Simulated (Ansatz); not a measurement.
**Geometry relaxation of NaCl (part 3 of 3)**

The same run, continued: NaCl (slab, 16 atoms in the cell); DFT PBE+D3(BJ), scalar-relativistic, plane waves, PAW, no spin polarisation (Ansatz 0.2.0); cutoff 420 eV, 2×2×1 k-mesh, Gaussian smearing of 0.05 eV. The structure derives from an entry of the Crystallography Open Database. The input holds or restrains some coordinates. Forces given for the steps count only the free coordinates. It belongs to a series of runs on one base structure; here: clean slab, lower planes held.

Geometry of the input (Å; fractional positions):
```
7.8849  0.0000  0.0000
-3.9425  6.8286  0.0000
0.0000  0.0000  20.8285
Cl 0.1667  0.3333  0.3841
Cl 0.1667  0.8333  0.3841
Cl 0.6667  0.3333  0.3841
Cl 0.6667  0.8333  0.3841
Na 0.3333  0.1667  0.4614
Na 0.3333  0.6667  0.4614
Na 0.8333  0.1667  0.4614
Na 0.8333  0.6667  0.4614
Cl 0.5000  0.5000  0.5386
Cl 0.5000  0.0000  0.5386
Cl 0.0000  0.5000  0.5386
Cl 0.0000  0.0000  0.5386
Na 0.6667  0.3333  0.6159
Na 0.6667  0.8333  0.6159
Na 0.1667  0.3333  0.6159
Na 0.1667  0.8333  0.6159
```

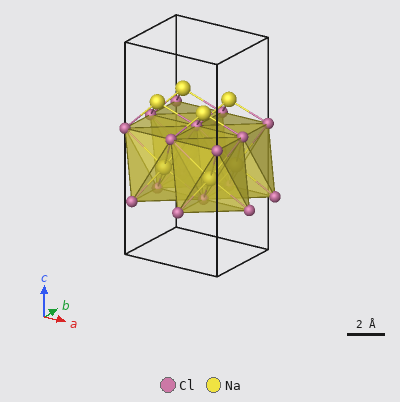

**Figure 1.** The geometry at step 3 of the log (polyhedral view of the cell of the calculation, with the vacuum cut short, seen slightly off an axis; polyhedra are completed across the faces of the cell).

```
SCF converged after 9 iterations
Free energy (F): -20549.693383 eV
Harris-Foulkes:  -20549.693383 eV  (|F-HF|=3.09e-8)
Internal energy: -20549.665601 eV  (E = F + TS)
E sigma→0 (E₀):  -20549.679492 eV
Entropy (-TS):   -0.027783 eV (-1.736 meV/atom)
Fermi energy:    -2.351408 eV
Dipole field:    D = 0.299523 V/Å  (p = 1.856327 e·Å, saw-weighted, corrected)
Work function:   Φ+ = 2.1706 eV   Φ− = 8.4095 eV
Levels:          The Fermi level and band energies are counted from a zero that moves with the ramp; work functions are not
Vacuum region:   at the solve's end the planar-averaged density reaches 1.42e-5 e/Å³ inside the ramp window [0.9320, 0.0680] (bound 1e-5 e/Å³), and -5.81e-6 e/Å³ on another of its planes
--- Per-component energies (eV) ---
  E_band       = -2659.256237
  E_kinetic    = 2255.808541
  E_local      = -56347.287827  (includes V_loc(G=0)·N_el)
  E_nonlocal   = 1149.386475
  E_hartree    = 25981.614318
  E_xc         = -1169.804380
  E_vxc        = -1377.762342  (∫ρ·V_xc dr)
  E_paw        = -7379.124329  (= ΣΔE_a)
  E_vpaw       = -292.775739  (= ΣTr[D̂ρ^β])
  E_aug_tail   = 0.000480  (compensation charges beyond the density's cutoff)
  E_efield     = 0.278007  (sawtooth field / dipole correction)
  E_vefield    = -9.850123  (∫n·V_field dr)
  E_ewald      = 14961.673999
  E_disp       = -2.210884  (pairwise vdW)
  E_smearing   = -0.027783  (= −TS)
  E_closure    = 0.000000  (closes the sum)
  Σ components = -20549.693383   (vs F -20549.693383, Δ=0.00e0)
--- Forces (eV/Å), atoms counted from 1 ---
  atom   1  Cl     0.00000000    -0.00000000     1.12130553
  atom   2  Cl     0.00000000    -0.00000000     1.12130553
  atom   3  Cl     0.00000000    -0.00000000     1.12130553
  atom   4  Cl     0.00000000    -0.00000000     1.12130553
  atom   5  Na    -0.00000000     0.00000000    -1.12288365
  atom   6  Na    -0.00000000     0.00000000    -1.12288365
  atom   7  Na    -0.00000000     0.00000000    -1.12288365
  atom   8  Na    -0.00000000     0.00000000    -1.12288365
  atom   9  Cl    -0.00000000     0.00000000    -0.01083923
  atom  10  Cl    -0.00000000     0.00000000    -0.01083923
  atom  11  Cl    -0.00000000     0.00000000    -0.01083923
  atom  12  Cl    -0.00000000     0.00000000    -0.01083923
  atom  13  Na    -0.00000000     0.00000000     0.01240058
  atom  14  Na    -0.00000000     0.00000000     0.01240058
  atom  15  Na     0.00000000     0.00000000     0.01240058
  atom  16  Na     0.00000000     0.00000000     0.01240058
  max |Σ_I F_I| component: 6.71e-5 eV/Å
--- Band table (eV) ---
  k-point 0: bands = ["-55.9041", "-55.9034", "-55.9034", "-55.9034", "-53.1835", "-53.1829", "-53.1829", "-53.1829", "-27.8507", "-27.8455", "-27.8455", "-27.8455", "-27.8412", "-27.8412", "-27.8412", "-27.8191", "-27.8191", "-27.8191", "-27.8139", "-27.8139", "-25.1061", "-25.1061", "-25.1061", "-25.1002", "-25.0956", "-25.0956", "-25.0956", "-25.0916", "-25.0916", "-25.0916", "-25.0876", "-25.0876", "-18.9814", "-18.7615", "-18.7615", "-18.7615", "-14.8672", "-14.6729", "-14.6729", "-14.6729", "-8.0484", "-8.0484", "-8.0484", "-7.6042", "-7.1424", "-7.1424", "-7.1424", "-6.8853", "-6.8853", "-6.8853", "-6.6008", "-6.6008", "-3.7214", "-3.7214", "-3.7214", "-3.5247", "-3.0381", "-3.0381", "-3.0381", "-3.0034", "-2.6176", "-2.6176", "-2.6176", "-2.3267", "-2.3267", "-0.6428", "-0.4233", "-0.4233", "-0.4233", "-0.0413", "-0.0413", "-0.0413", "0.4976", "1.8398", "1.8398", "1.8398", "1.9266", "2.3550", "2.3550", "2.3550"]
  k-point 1: bands = ["-55.9037", "-55.9037", "-55.9034", "-55.9034", "-53.1832", "-53.1832", "-53.1829", "-53.1829", "-27.8483", "-27.8483", "-27.8452", "-27.8452", "-27.8372", "-27.8372", "-27.8274", "-27.8274", "-27.8235", "-27.8235", "-27.8165", "-27.8165", "-25.1025", "-25.1025", "-25.0982", "-25.0982", "-25.0965", "-25.0965", "-25.0958", "-25.0958", "-25.0949", "-25.0949", "-25.0896", "-25.0896", "-18.8735", "-18.8735", "-18.7622", "-18.7622", "-14.7719", "-14.7719", "-14.6733", "-14.6733", "-7.7965", "-7.7965", "-7.4321", "-7.4321", "-7.3604", "-7.3604", "-7.2217", "-7.2217", "-7.1460", "-7.1460", "-6.7478", "-6.7478", "-3.4844", "-3.4844", "-3.2913", "-3.2913", "-3.0543", "-3.0543", "-3.0309", "-3.0309", "-2.9373", "-2.9373", "-2.4768", "-2.4768", "-2.3031", "-2.3031", "-0.8954", "-0.8954", "0.2392", "0.2392", "1.4551", "1.4551", "1.4552", "1.4552", "1.9109", "1.9109", "2.0288", "2.0288", "2.2609", "2.2609"]
--- Relaxed structure (5 steps of the walk, 5 accepted, 0 SCFs on fresh bases) ---
  F+E_penalty+E_count = -20549.69338336 eV   max|allowed force component| = 1.240e-2 eV/Å
  atoms:
    - { symbol: Cl, position: [0.16666666666666669, 0.33333333333333337, 0.38408876770000006] }
    - { symbol: Cl, position: [0.16666666666666669, 0.8333333333333335, 0.38408876770000006] }
    - { symbol: Cl, position: [0.6666666666666667, 0.33333333333333337, 0.38408876770000006] }
    - { symbol: Cl, position: [0.6666666666666667, 0.8333333333333335, 0.38408876770000006] }
    - { symbol: Na, position: [0.3333333333333335, 0.16666666666666666, 0.4613629226000001] }
    - { symbol: Na, position: [0.3333333333333335, 0.6666666666666667, 0.4613629226000001] }
    - { symbol: Na, position: [0.8333333333333334, 0.16666666666666666, 0.4613629226000001] }
    - { symbol: Na, position: [0.8333333333333334, 0.6666666666666667, 0.4613629226000001] }
    - { symbol: Cl, position: [0.5, 0.5, 0.5671744599368795] }
    - { symbol: Cl, position: [0.5, -4.0476881105586976e-17, 0.5671744599368795] }
    - { symbol: Cl, position: [2.7755575615628914e-17, 0.5, 0.5671744599368795] }
    - { symbol: Cl, position: [3.728126825425574e-17, -4.0476881105586976e-17, 0.5671744599368795] }
    - { symbol: Na, position: [0.6666666666666667, 0.33333333333333337, 0.6228772618707678] }
    - { symbol: Na, position: [0.6666666666666667, 0.8333333333333335, 0.6228772618707678] }
    - { symbol: Na, position: [0.16666666666666669, 0.33333333333333337, 0.6228772618707678] }
    - { symbol: Na, position: [0.16666666666666669, 0.8333333333333335, 0.6228772618707678] }
```

## Trajectory as extended XYZ (Å, eV, eV/Å), 5 frames, from step=1 to step=5
```
16
Lattice="7.8849 0.0000 0.0000 -3.9425 6.8286 0.0000 0.0000 0.0000 20.8285" Properties=species:S:1:pos:R:3:forces:R:3 step=1 energy=-20548.66984
Cl    0.0000    2.2762    8.0000    0.0000   0.0000   0.6638
Cl   -1.9712    5.6905    8.0000    0.0000   0.0000   0.6638
Cl    3.9425    2.2762    8.0000    0.0000   0.0000   0.6638
Cl    1.9712    5.6905    8.0000    0.0000   0.0000   0.6638
Na    1.9712    1.1381    9.6095    0.0000   0.0000  -1.1358
Na    0.0000    4.5524    9.6095    0.0000   0.0000  -1.1358
Na    5.9137    1.1381    9.6095    0.0000   0.0000  -1.1358
Na    3.9425    4.5524    9.6095    0.0000   0.0000  -1.1358
Cl    1.9712    3.4143   11.2190    0.0000   0.0000   1.0827
Cl    3.9425    0.0000   11.2190    0.0000   0.0000   1.0827
Cl   -1.9712    3.4143   11.2190    0.0000   0.0000   1.0827
Cl    0.0000    0.0000   11.2190    0.0000   0.0000   1.0827
Na    3.9425    2.2762   12.8285    0.0000   0.0000  -0.6103
Na    1.9712    5.6905   12.8285    0.0000   0.0000  -0.6103
Na    0.0000    2.2762   12.8285    0.0000   0.0000  -0.6103
Na   -1.9712    5.6905   12.8285    0.0000   0.0000  -0.6103
16
Lattice="7.8849 0.0000 0.0000 -3.9425 6.8286 0.0000 0.0000 0.0000 20.8285" Properties=species:S:1:pos:R:3:forces:R:3 step=2 energy=-20549.35009
Cl    0.0000    2.2762    8.0000    0.0000   0.0000   0.8655
Cl   -1.9712    5.6905    8.0000    0.0000   0.0000   0.8655
Cl    3.9425    2.2762    8.0000    0.0000   0.0000   0.8655
Cl    1.9712    5.6905    8.0000    0.0000   0.0000   0.8655
Na    1.9712    1.1381    9.6095    0.0000   0.0000  -1.1369
Na    0.0000    4.5524    9.6095    0.0000   0.0000  -1.1369
Na    5.9137    1.1381    9.6095    0.0000   0.0000  -1.1369
Na    3.9425    4.5524    9.6095    0.0000   0.0000  -1.1369
Cl    1.9712    3.4143   11.4139    0.0000   0.0000   0.6011
Cl    3.9425    0.0000   11.4139    0.0000   0.0000   0.6011
Cl   -1.9712    3.4143   11.4139    0.0000   0.0000   0.6011
Cl    0.0000    0.0000   11.4139    0.0000   0.0000   0.6011
Na    3.9425    2.2762   12.8163    0.0000   0.0000  -0.3293
Na    1.9712    5.6905   12.8163    0.0000   0.0000  -0.3293
Na    0.0000    2.2762   12.8163    0.0000   0.0000  -0.3293
Na   -1.9712    5.6905   12.8163    0.0000   0.0000  -0.3293
16
Lattice="7.8849 0.0000 0.0000 -3.9425 6.8286 0.0000 0.0000 0.0000 20.8285" Properties=species:S:1:pos:R:3:forces:R:3 step=3 energy=-20549.63868
Cl    0.0000    2.2762    8.0000    0.0000   0.0000   1.0755
Cl   -1.9712    5.6905    8.0000    0.0000   0.0000   1.0755
Cl    3.9425    2.2762    8.0000    0.0000   0.0000   1.0755
Cl    1.9712    5.6905    8.0000    0.0000   0.0000   1.0755
Na    1.9712    1.1381    9.6095    0.0000   0.0000  -1.2207
Na    0.0000    4.5524    9.6095    0.0000   0.0000  -1.2207
Na    5.9137    1.1381    9.6095    0.0000   0.0000  -1.2207
Na    3.9425    4.5524    9.6095    0.0000   0.0000  -1.2207
Cl    1.9712    3.4143   11.6087    0.0000   0.0000   0.0895
Cl    3.9425    0.0000   11.6087    0.0000   0.0000   0.0895
Cl   -1.9712    3.4143   11.6087    0.0000   0.0000   0.0895
Cl    0.0000    0.0000   11.6087    0.0000   0.0000   0.0895
Na    3.9425    2.2762   12.7777    0.0000   0.0000   0.0554
Na    1.9712    5.6905   12.7777    0.0000   0.0000   0.0554
Na    0.0000    2.2762   12.7777    0.0000   0.0000   0.0554
Na   -1.9712    5.6905   12.7777    0.0000   0.0000   0.0554
16
Lattice="7.8849 0.0000 0.0000 -3.9425 6.8286 0.0000 0.0000 0.0000 20.8285" Properties=species:S:1:pos:R:3:forces:R:3 step=4 energy=-20549.69232
Cl    0.0000    2.2762    8.0000    0.0000   0.0000   1.1016
Cl   -1.9712    5.6905    8.0000    0.0000   0.0000   1.1016
Cl    3.9425    2.2762    8.0000    0.0000   0.0000   1.1016
Cl    1.9712    5.6905    8.0000    0.0000   0.0000   1.1016
Na    1.9712    1.1381    9.6095    0.0000   0.0000  -1.1101
Na    0.0000    4.5524    9.6095    0.0000   0.0000  -1.1101
Na    5.9137    1.1381    9.6095    0.0000   0.0000  -1.1101
Na    3.9425    4.5524    9.6095    0.0000   0.0000  -1.1101
Cl    1.9712    3.4143   11.7902    0.0000   0.0000   0.0341
Cl    3.9425    0.0000   11.7902    0.0000   0.0000   0.0341
Cl   -1.9712    3.4143   11.7902    0.0000   0.0000   0.0341
Cl    0.0000    0.0000   11.7902    0.0000   0.0000   0.0341
Na    3.9425    2.2762   12.9731    0.0000   0.0000  -0.0257
Na    1.9712    5.6905   12.9731    0.0000   0.0000  -0.0257
Na    0.0000    2.2762   12.9731    0.0000   0.0000  -0.0257
Na   -1.9712    5.6905   12.9731    0.0000   0.0000  -0.0257
16
Lattice="7.8849 0.0000 0.0000 -3.9425 6.8286 0.0000 0.0000 0.0000 20.8285" Properties=species:S:1:pos:R:3:forces:R:3 step=5 energy=-20549.69338
Cl    0.0000    2.2762    8.0000    0.0000   0.0000   1.1213
Cl   -1.9712    5.6905    8.0000    0.0000   0.0000   1.1213
Cl    3.9425    2.2762    8.0000    0.0000   0.0000   1.1213
Cl    1.9712    5.6905    8.0000    0.0000   0.0000   1.1213
Na    1.9712    1.1381    9.6095    0.0000   0.0000  -1.1229
Na    0.0000    4.5524    9.6095    0.0000   0.0000  -1.1229
Na    5.9137    1.1381    9.6095    0.0000   0.0000  -1.1229
Na    3.9425    4.5524    9.6095    0.0000   0.0000  -1.1229
Cl    1.9712    3.4143   11.8134    0.0000   0.0000  -0.0108
Cl    3.9425    0.0000   11.8134    0.0000   0.0000  -0.0108
Cl   -1.9712    3.4143   11.8134    0.0000   0.0000  -0.0108
Cl    0.0000    0.0000   11.8134    0.0000   0.0000  -0.0108
Na    3.9425    2.2762   12.9736    0.0000   0.0000   0.0124
Na    1.9712    5.6905   12.9736    0.0000   0.0000   0.0124
Na    0.0000    2.2762   12.9736    0.0000   0.0000   0.0124
Na   -1.9712    5.6905   12.9736    0.0000   0.0000   0.0124
```

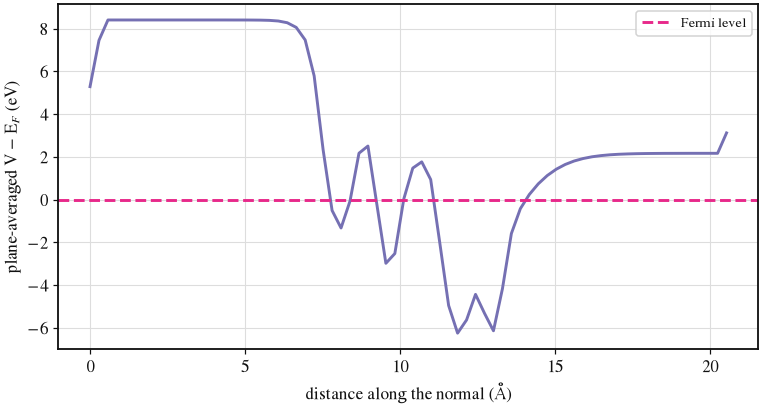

**Figure 2.** Plane average of the electrostatic potential energy of an electron across the cell, from the Fermi level. The vacuum level lies 2.17 eV above the Fermi level on the upper side and 8.41 eV on the lower.
